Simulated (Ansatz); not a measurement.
# Relaxing (16,0) blue phosphorene nanotube (64 atoms)

Wanted: the relaxed structure of (16,0) blue phosphorene nanotube (64 atoms) and its electronic structure.

Program: Ansatz 0.2.0. Level of theory: Kohn-Sham DFT, PBE+D3(BJ), PAW (set soft_2), plane waves. Results are calculated unless marked as measured.

## 1. Starting point

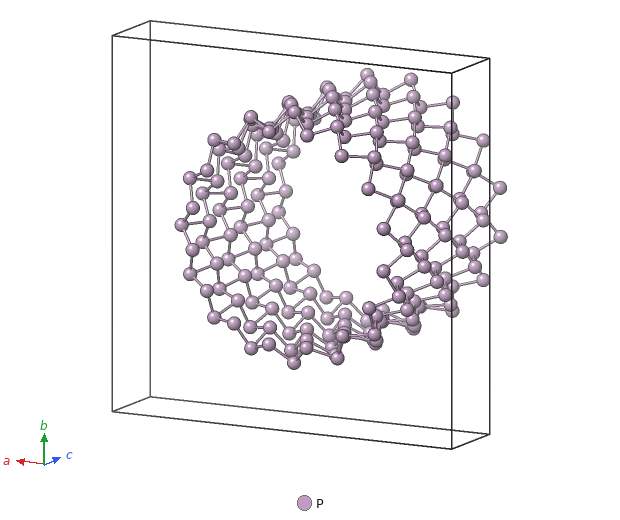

The cell as given, at a slant to the c axis (phosphorus pink). 1×1×3 cells are drawn.

The cell holds 64 atoms: 64 P. Cell: a = 26.945 Å, b = 26.945 Å, c = 5.681 Å, α = 90.0°, β = 90.0°, γ = 90.0°. It derives from P (blue phosphorene). Blue phosphorene sheet (a = 3.28 Å) rolled into a (16,0) tube of diameter 16.70 Å, 1 period, 9 Å of vacuum; not relaxed, displaced by a Gaussian of 0.02 Å. Vacuum lies along a and b. The structure repeats along c.

What the set-up can't give: The cell is under 6 Å thick along one periodic direction, so every atom has periodic images of itself close by, which move with it and show among its neighbours and in g(r).

## 2. Single point at the start

A single point comes first, to see the forces before anything moves.

input.yaml reads:

```yaml
crystal:
  lattice:
    - [26.9449, 0.0, 0.0]
    - [0.0, 26.9449, 0.0]
    - [0.0, 0.0, 5.68113]
  atoms:
    - { symbol: P, position: [0.83203, 0.49978, 0.33109] }
    - { symbol: P, position: [0.78085, 0.5564, 0.16921] }
    - { symbol: P, position: [0.80802, 0.62613, 0.33629] }
    - { symbol: P, position: [0.73833, 0.66021, 0.16515] }
    - { symbol: P, position: [0.82685, 0.56418, 0.83479] }
    - { symbol: P, position: [0.76483, 0.60911, 0.669] }
    - { symbol: P, position: [0.73565, 0.73523, 0.33031] }
    - { symbol: P, position: [0.65947, 0.73976, 0.16947] }
    - { symbol: P, position: [0.7772, 0.68612, 0.82848] }
    - { symbol: P, position: [0.70226, 0.70345, 0.66733] }
    - { symbol: P, position: [0.62823, 0.8065, 0.33636] }
    - { symbol: P, position: [0.55666, 0.78119, 0.17148] }
    - { symbol: P, position: [0.68501, 0.7762, 0.83206] }
    - { symbol: P, position: [0.61076, 0.76517, 0.66651] }
    - { symbol: P, position: [0.49929, 0.83293, 0.32787] }
    - { symbol: P, position: [0.44394, 0.78264, 0.16737] }
    - { symbol: P, position: [0.56584, 0.82614, 0.83577] }
    - { symbol: P, position: [0.50023, 0.78636, 0.66705] }
    - { symbol: P, position: [0.37376, 0.80645, 0.3326] }
    - { symbol: P, position: [0.34186, 0.73862, 0.16605] }
    - { symbol: P, position: [0.43613, 0.82644, 0.82955] }
    - { symbol: P, position: [0.38937, 0.76473, 0.65984] }
    - { symbol: P, position: [0.26414, 0.73593, 0.33127] }
    - { symbol: P, position: [0.26258, 0.65876, 0.15789] }
    - { symbol: P, position: [0.31404, 0.77764, 0.83801] }
    - { symbol: P, position: [0.2956, 0.70239, 0.66562] }
    - { symbol: P, position: [0.19317, 0.62788, 0.33286] }
    - { symbol: P, position: [0.21823, 0.55697, 0.16703] }
    - { symbol: P, position: [0.22392, 0.68543, 0.83841] }
    - { symbol: P, position: [0.2348, 0.60909, 0.66667] }
    - { symbol: P, position: [0.16722, 0.49912, 0.32944] }
    - { symbol: P, position: [0.21875, 0.44411, 0.16661] }
    - { symbol: P, position: [0.17467, 0.56477, 0.83634] }
    - { symbol: P, position: [0.21151, 0.5008, 0.66604] }
    - { symbol: P, position: [0.1921, 0.3727, 0.33233] }
    - { symbol: P, position: [0.26098, 0.34165, 0.16562] }
    - { symbol: P, position: [0.17298, 0.4345, 0.83649] }
    - { symbol: P, position: [0.23458, 0.39175, 0.6629] }
    - { symbol: P, position: [0.26375, 0.26518, 0.33024] }
    - { symbol: P, position: [0.34001, 0.25935, 0.16662] }
    - { symbol: P, position: [0.2235, 0.31482, 0.83176] }
    - { symbol: P, position: [0.29619, 0.29688, 0.665] }
    - { symbol: P, position: [0.37253, 0.19105, 0.3272] }
    - { symbol: P, position: [0.44576, 0.21777, 0.16284] }
    - { symbol: P, position: [0.3147, 0.22385, 0.83243] }
    - { symbol: P, position: [0.39049, 0.2343, 0.66305] }
    - { symbol: P, position: [0.50111, 0.16587, 0.33279] }
    - { symbol: P, position: [0.55608, 0.21618, 0.1622] }
    - { symbol: P, position: [0.43507, 0.1735, 0.83319] }
    - { symbol: P, position: [0.50109, 0.21329, 0.66383] }
    - { symbol: P, position: [0.62676, 0.19208, 0.32948] }
    - { symbol: P, position: [0.65956, 0.26103, 0.1715] }
    - { symbol: P, position: [0.56521, 0.17291, 0.82995] }
    - { symbol: P, position: [0.60888, 0.23566, 0.6635] }
    - { symbol: P, position: [0.73532, 0.26358, 0.32431] }
    - { symbol: P, position: [0.73861, 0.34027, 0.16285] }
    - { symbol: P, position: [0.68633, 0.22249, 0.83542] }
    - { symbol: P, position: [0.70405, 0.29798, 0.66924] }
    - { symbol: P, position: [0.807, 0.37138, 0.3316] }
    - { symbol: P, position: [0.78119, 0.44494, 0.16583] }
    - { symbol: P, position: [0.77705, 0.31536, 0.83725] }
    - { symbol: P, position: [0.76455, 0.39063, 0.65952] }
    - { symbol: P, position: [0.82635, 0.43515, 0.83235] }
    - { symbol: P, position: [0.78686, 0.50095, 0.66765] }
kpoints:
  mp_grid: { grid: [1, 1, 3] }
hamiltonian:
  xc: pbe
  dispersion: d3bj
scf:
  occupations: { method: gaussian, width: 0.05 }
output:
  forces: true
```

Command:

```console
> ansatz run input.yaml --threads 4 --pin off --max-ram 8192MiB --backend cpu --events-out ev --progress --plain --runs-dir out
```

Numbers of over 12 decimals in the logs are rounded to 6 here.

Output:

```text
Engine: ansatz 0.2.0, aarch64-unknown-linux-gnu
Pseudopotentials: kind: paw
Pseudopotential: P, paw, valence charge 5, recommended cutoff 420 eV (normal), P.paw.azcp
[... 5 lines on functional and potentials left out ...]
Crystal: 64 atoms, lattice volume = 4124.657 Å³
Basis set: ecut = 420 eV, 80763 PW (Γ), exchange–correlation on 384×384×80 points (8 copies of the dense FFT grid, shifted against one another)
Bands: 224, of which v1, the nominal top of the filled ones, is band 160 counted from 1 (159 counted from 0)
Symmetry: 1 space group operations
Space group: P1 (ITA 1), of the structure as read, at distance tolerance 1.6e-4 Å
k-points: 2 of 3 (time reversal used)
[... 3 lines on functional and potentials left out ...]
Initial density: superposition of atomic densities (neutral atoms: chi_scale 0, normalization atom), corrected by the library's trained network
Initial wavefunctions: pseudopotential atomic-orbital guess
Functional: x = pbe(κ = 0.804, μ = 0.219515), c = pbe(β = 0.066725)
SCF iter   1: F=—  HF=-48373.990273 eV  |F-HF|=—  |Δ(HF+E_count)|=         —  Δρ=2.09e-3  dr2=5.39e-1  ethr=1.77e-3  ⟨swp⟩=8.0  Hψ=2622  notcnv=0  defer=33
preconditioner: auto → Resta (q_TF=auto, 1.782 Å⁻¹)  ε∞=2.4  [insulator: Δε(μ)=1.698 eV  Ē_g=8.718 eV  σ=0.050 eV  W_gap=1.00  n_scr=402 (ndim 8)  ℏωp=10.3 eV  f_vac=0.607  D(μ)=0.00/eV (n_scr^D=0)  ε∞_Penn≈2.4  vacuum switching on, ρ_ref=5.5e-3 e/Å³]
SCF iter   2: F=—  HF=-48373.965879 eV  |F-HF|=—  |Δ(HF+E_count)|=   2.44e-2  Δρ=1.29e-3  dr2=2.93e-1  ethr=1.68e-4  ⟨swp⟩=3.5  Hψ=855  notcnv=0  defer=112
SCF iter   3: F=—  HF=-48373.935096 eV  |F-HF|=—  |Δ(HF+E_count)|=   3.08e-2  Δρ=6.51e-4  dr2=3.01e-2  ethr=9.15e-5  ⟨swp⟩=2.0  Hψ=524  notcnv=0  defer=36
automatic band count: iteration 3 solves 186 bands in place of 224: the levels show a gap, and the empty bands left out lie too high to hold charge; the band table lists the bands solved (type scf.n_extra_bands for more)
SCF iter   4: F=—  HF=-48373.938814 eV  |F-HF|=—  |Δ(HF+E_count)|=   3.72e-3  Δρ=1.84e-4  dr2=2.24e-3  ethr=9.39e-6  ⟨swp⟩=2.5  Hψ=708  notcnv=0  defer=36
SCF iter   5: F=—  HF=-48373.940302 eV  |F-HF|=—  |Δ(HF+E_count)|=   1.49e-3  Δρ=7.81e-5  dr2=1.65e-3  ethr=7.00e-7  ⟨swp⟩=3.0  Hψ=773  notcnv=0  defer=36
SCF iter   6: F=—  HF=-48373.940170 eV  |F-HF|=—  |Δ(HF+E_count)|=   1.32e-4  Δρ=2.30e-5  dr2=5.20e-5  ethr=5.15e-7  ⟨swp⟩=2.0  Hψ=486  notcnv=0  defer=36
SCF iter   7: F=—  HF=-48373.940786 eV  |F-HF|=—  |Δ(HF+E_count)|=   6.16e-4  Δρ=1.16e-5  dr2=1.87e-5  ethr=1.63e-8  ⟨swp⟩=3.5  Hψ=780  notcnv=0  defer=36
SCF iter   8: F=—  HF=-48373.940787 eV  |F-HF|=—  |Δ(HF+E_count)|=   2.21e-7  Δρ=5.54e-6  dr2=2.33e-6  ethr=5.84e-9  ⟨swp⟩=2.0  Hψ=501  notcnv=0  defer=36
SCF iter   9: F=—  HF=-48373.940788 eV  |F-HF|=—  |Δ(HF+E_count)|=   1.19e-6  Δρ=2.18e-6  dr2=4.80e-7  ethr=7.27e-10  ⟨swp⟩=2.0  Hψ=581  notcnv=0  defer=36
SCF iter  10: F=-48373.940788 eV  HF=-48373.940788 eV  |F-HF|=4.29e-10  |Δ(HF+E_count)|=   1.49e-7  Δρ=8.15e-7  dr2=5.05e-8  ethr=3.13e-11  ⟨swp⟩=5.5  Hψ=1496  notcnv=0
SCF 1 converged in 10 iterations: F = -48373.940788 eV  dr2 = 5.05e-8
  greatest PAW one-centre occupation: 0.821 electrons in one spin orbital (limit 2), on the P atom at site 56 (counted from 0), in its partial waves of l = 0
SCF converged after 10 iterations
Free energy (F): -48373.940788 eV
Harris-Foulkes:  -48373.940788 eV  (|F-HF|=4.29e-10)
Internal energy: -48373.940788 eV  (E = F + TS)
E sigma→0 (E₀):  -48373.940788 eV
Fermi energy:    -1.409799 eV
--- Per-component energies (eV) ---
  E_band       = -2450.987975
  E_kinetic    = 4449.554236
  E_local      = -61080.474272  (includes V_loc(G=0)·N_el)
  E_nonlocal   = 2175.790904
  E_hartree    = 28165.786109
  E_xc         = -3903.516424
  E_vxc        = -3844.972515  (∫ρ·V_xc dr)
  E_paw        = -36437.654326  (= ΣΔE_a)
  E_vpaw       = -482.461294  (= ΣTr[D̂ρ^β])
  E_aug_tail   = 0.000209  (compensation charges beyond the density's cutoff)
  E_ewald      = 18270.330956
  E_disp       = -13.758180  (pairwise vdW)
  E_smearing   = -0.000000  (= −TS)
  E_closure    = -0.000000  (closes the sum)
  Σ components = -48373.940788   (vs F -48373.940788, Δ=0.00e0)
--- Forces (eV/Å), atoms counted from 1 ---
  atom   1  P      0.32963464     0.21407605     0.25883071
  atom   2  P     -0.06823698    -0.26030911    -0.32651797
  atom   3  P     -0.17496331     0.39904927     0.02783820
  atom   4  P      0.30862098    -0.32589183    -0.18416322
  atom   5  P      0.01470587     0.32924729     0.17740517
  atom   6  P      0.10656046     0.22917476    -0.04088048
  atom   7  P      0.03314223     0.30256614     0.35629242
  atom   8  P      0.06982212    -0.71108692    -0.36347103
  atom   9  P     -0.17057093    -0.29048395     0.22062933
  atom  10  P      0.21522197    -0.40514469    -0.25146430
  atom  11  P     -0.03190908     0.90257984     0.08193277
  atom  12  P     -0.18160635    -0.15907990    -0.29764817
  atom  13  P      0.22440065     0.53174595     0.24477013
  atom  14  P     -0.32270899    -0.33919604     0.08888605
[...]
atom  63  P     -0.10576018     0.08700939    -0.03920988
  atom  64  P     -0.11220107    -0.36146521    -0.11251586
  max |Σ_I F_I| component: 1.77e-5 eV/Å
```

Wall time 59 s (4 threads of Arm Neoverse V2, shared host); peak memory 4.9 GiB.

In the SCF lines HF is the Harris–Foulkes energy and dr2 the Hartree energy of the density residual, in eV; the loop may stop once dr2 is under the threshold and the program's other checks hold. Hψ counts applications of the Hamiltonian.

The program notes that it cut back its work space to fit the memory limit.

Numbers from this run:

* free energy: -48373.9408 eV
* free energy per atom: -755.8428 eV/atom
* SCF cycles: 10
* r.m.s. force component: 0.3016 eV/Å
* longest force: 0.9745 eV/Å
* Fermi energy: -1.41 eV

The r.m.s. force component of 0.30 eV/Å sets the starting point.

Length of the force by element:

```
element  coordination  atoms  mean length of the force (eV/Å)  spread  least   most
      P           all     64                            0.486   0.191  0.127  0.975
```

## 3. Relaxation

The atoms are relaxed in the fixed cell, aiming at the force tolerance of the input.

input.yaml: that of step 2 with these lines changed.

```diff
@@ -16 +16,4 @@
   forces: true
+relax:
+  f_tol: 0.05
+  max_steps: 47
```

Output:

```text
[...]
Crystal: 64 atoms, lattice volume = 4124.657 Å³
Basis set: ecut = 420 eV, 80763 PW (Γ), exchange–correlation on 384×384×80 points (8 copies of the dense FFT grid, shifted against one another)
Bands: 224, of which v1, the nominal top of the filled ones, is band 160 counted from 1 (159 counted from 0)
Symmetry: 1 space group operations
[...]
k-points: 2 of 3 (time reversal used)
[...]
SCF iter   1: F=—  HF=-48373.990270 eV  |F-HF|=—  |Δ(HF+E_count)|=         —  Δρ=2.09e-3  dr2=5.39e-1  ethr=1.77e-3  ⟨swp⟩=8.0  Hψ=2622  notcnv=0  defer=33
[...]
SCF iter   7: F=-48373.940774 eV  HF=-48373.940787 eV  |F-HF|=1.32e-5  |Δ(HF+E_count)|=   1.36e-5  Δρ=1.24e-5  dr2=2.17e-5  ethr=1.63e-8  ⟨swp⟩=5.0  Hψ=1370  notcnv=0
SCF 1 converged in 7 iterations: F = -48373.940774 eV  dr2 = 2.17e-5
[...]
relax step   1: F+E_penalty+E_count = -48373.94077364 eV  Δ(F+E_penalty+E_count) = +0.000e0 eV  max|allowed force component| = 9.025e-1 eV/Å  Δτ_max = 0.0000 Å  (7 SCF iters, dr2 threshold 6.25e-5 eV, accepted)
[...]
relax step   2: F+E_penalty+E_count = -48374.30096896 eV  Δ(F+E_penalty+E_count) = -3.602e-1 eV  max|allowed force component| = 2.745e-1 eV/Å  Δτ_max = 0.0948 Å  (7 SCF iters, dr2 threshold 5.09e-5 eV, accepted)
[...]
relax step   3: F+E_penalty+E_count = -48374.39564366 eV  Δ(F+E_penalty+E_count) = -9.467e-2 eV  max|allowed force component| = 2.135e-2 eV/Å  Δτ_max = 0.0614 Å  (7 SCF iters, dr2 threshold 4.71e-6 eV, accepted)
[...]
relax step   4: F+E_penalty+E_count = -48374.39564532 eV  Δ(F+E_penalty+E_count) = -1.658e-6 eV  max|allowed force component| = 2.140e-2 eV/Å  Δτ_max = 0.0000 Å  (5 SCF iters, accepted)
SCF converged after 5 iterations
Free energy (F): -48374.395645 eV
[...]
Internal energy: -48374.395645 eV  (E = F + TS)
E sigma→0 (E₀):  -48374.395645 eV
Fermi energy:    -1.404440 eV
[...]
--- Forces (eV/Å), atoms counted from 1 ---
  atom   1  P      0.00305018    -0.00529428     0.00088077
  atom   2  P     -0.00327758     0.00282825     0.00657711
  atom   3  P      0.00617002    -0.00086832     0.00299223
  atom   4  P      0.00285821     0.00033440     0.00423866
  atom   5  P      0.00624401     0.00590872    -0.00133610
  atom   6  P     -0.01078924    -0.00629916    -0.00459635
  atom   7  P      0.01213216     0.00579505     0.00573067
  atom   8  P     -0.00529569    -0.00135727     0.00557543
  atom   9  P      0.01072335     0.00664705     0.00218965
  atom  10  P     -0.00213127    -0.00734525    -0.01016087
  atom  11  P      0.00385732     0.00613688    -0.00451561
  atom  12  P     -0.00002512    -0.00576562    -0.00453707
  atom  13  P      0.01086466     0.01125141     0.00212347
  atom  14  P     -0.00742819    -0.01843442     0.00533097
[...]
atom  63  P      0.01109431     0.00425442    -0.00031106
  atom  64  P     -0.00352583    -0.00214030    -0.00381624
  max |Σ_I F_I| component: 1.38e-5 eV/Å
--- Relaxed structure (4 steps of the walk, 4 accepted, 0 SCFs on fresh bases) ---
  F+E_penalty+E_count = -48374.39564532 eV   max|allowed force component| = 2.140e-2 eV/Å
  atoms:
    - { symbol: P, position: [0.832684, 0.500008, 0.333011] }
    - { symbol: P, position: [0.781227, 0.556114, 0.164606] }
    - { symbol: P, position: [0.807739, 0.627552, 0.332113] }
    - { symbol: P, position: [0.738550, 0.659441, 0.164164] }
[...]
- { symbol: P, position: [0.786493, 0.500211, 0.665193] }
```

The job ended after 3 min (4 threads; peak memory 5 GiB; 12 min of CPU time).

Relaxation path:

```
step  energy less that of the first step (eV)  largest force component (eV/Å)
   1                                   0.0000                          0.9025
   2                                  -0.3602                          0.2745
   3                                  -0.4549                          0.0214
   4                                  -0.4549                          0.0214
```

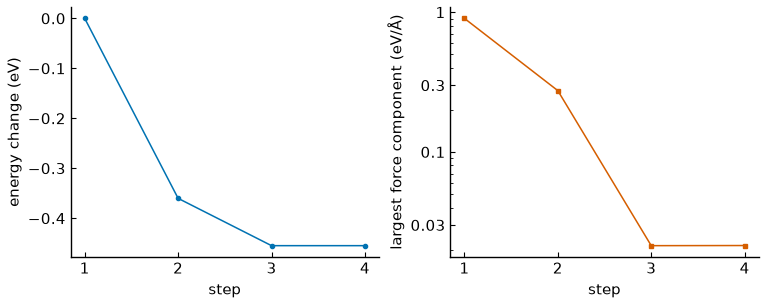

Energy and largest force along the relaxation.

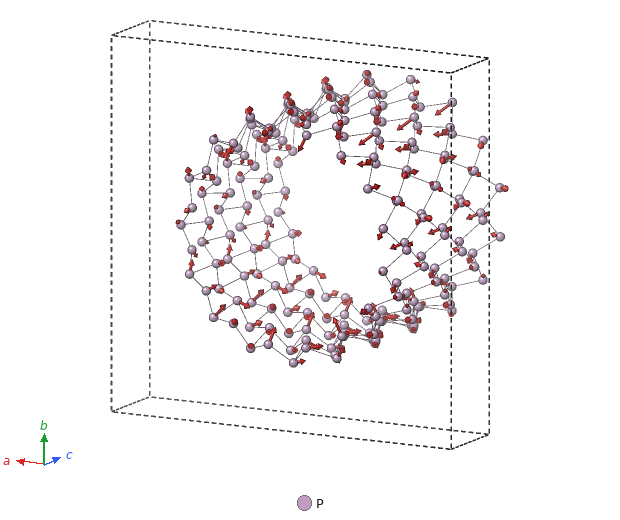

Displacements in the relaxation, exaggerated; the longest in the cell stands for 0.07 Å. 1×1×3 cells are drawn.

The atoms that moved most (Å):

```
atom      dx      dy      dz  length
 P25   0.040  -0.038  -0.038   0.067
 P55  -0.011   0.031   0.058   0.067
 P40   0.029   0.056   0.000   0.063
 P26   0.058  -0.006  -0.011   0.060
 P48  -0.012   0.050   0.025   0.057
 P58  -0.052  -0.014  -0.017   0.056
 P16   0.016  -0.047  -0.022   0.054
 P44  -0.046   0.006   0.025   0.053
```

The relaxation changed the energy by -7.11 meV/atom, and atoms moved by 0.038 Å r.m.s., 0.067 Å at most.

## 4. Local order after relaxation

Bonds before and after, by the cutoffs listed below:

```
pair  bonds before  bonds after  mean before (Å)  mean after (Å)  spread before (Å)  spread after (Å)
 P-P            96           96            2.259           2.262              0.029             0.001
```

Normalised to the volume that the atoms fill. Pair distribution function in bins of 0.2 Å:

```
r (Å)  total
 2.20   8.15
 2.40   0.00
 2.60   0.00
 2.80   0.00
 3.00   1.53
 3.20   2.71
 3.40   3.20
 3.60   0.49
 3.80   0.00
 4.00   2.67
 4.20   0.00
 4.40   0.00
 4.60   0.00
 4.80   0.00
 5.00   1.09
 5.20   2.14
 5.40   0.97
 5.60   0.88
 5.80   0.03
 6.00   1.18
 6.20   0.00
 6.40   0.68
 6.60   0.63
 6.80   1.50
 7.00   0.58
 7.20   0.00
 7.40   0.00
 7.60   0.73
```

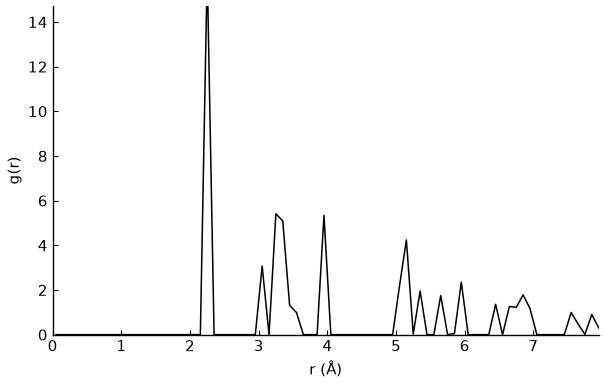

Pair distribution functions, with peaks cut at 14.

Bonds by pair of elements; cutoffs follow the first minimum of g(r), held within bounds set by covalent radii, and pairs that aren't listed don't count as bonded:

```
pair A-B  cutoff (Å)  bonds  mean length (Å)  spread (Å)  shortest (Å)  B about A  A about B
     P-P        2.68     96             2.26       0.001          2.26          3          3
```

How many atoms have how many bonded neighbours:

```
element  mean   3
      P     3  64
```

Bond angles, per cent of each kind in bins of 5°:

```
angle (°)  P-P-P
    80–85   16.7
    85–90    0.0
    90–95   33.3
   95–100   33.3
  100–105   16.7
```

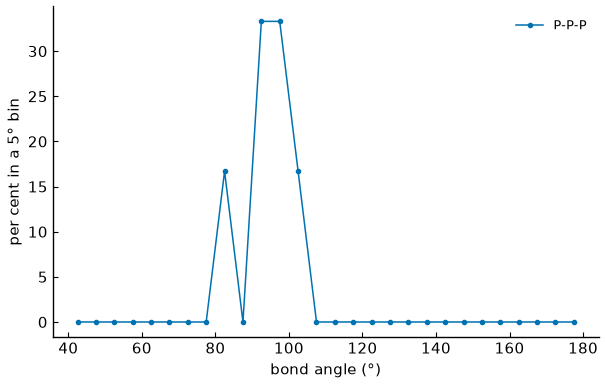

Distributions of the most common bond angles.

Bond angles (no mean is given where the spread exceeds 20°):

```
angle  count  mean (°)  spread (°)
P-P-P    192      92.8         5.5
```

With the cutoffs above, all P atoms have 3 bonded neighbours. The P-P-P angle averages 93° with a spread of 6°.

[end of part 1 of 2]

[Logs are printed without paths, hosts, clocks, repeated set-up lines and the standing remarks that a program may print on its own settings, such as how far it seeks lower states.]

[Hosts, paths, dates, database ids (printed as entryN), source tags and the programs' standing remarks are cut or masked in the printed files.]
